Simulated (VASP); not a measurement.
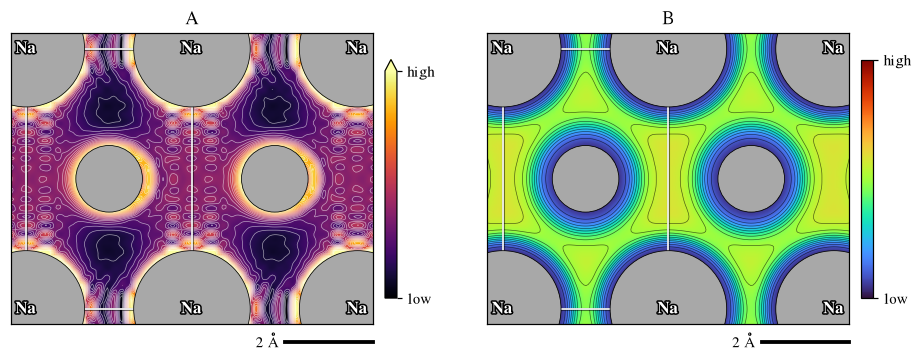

Na: 2 fields on the (100) plane of the conventional cell, with unlabelled colour scales. Grey discs cover the atomic cores.

Space group P6₃/mmc; a generated structure, not necessarily the stable one.

All numbers below come from Kohn-Sham DFT of a periodic cell, HSE06, VASP PAW PBE potentials, recommended (VASP 6.6.1).

Which field does each panel show? The fields are: electron localisation function and valence pseudo-density.

Panel A: valence pseudo-density. Panel B: electron localisation function. From the grid: Na–Na (3.79 Å): ρ is about 0.03 e/Å³ halfway; the ELF is about 0.45 at the midpoint.
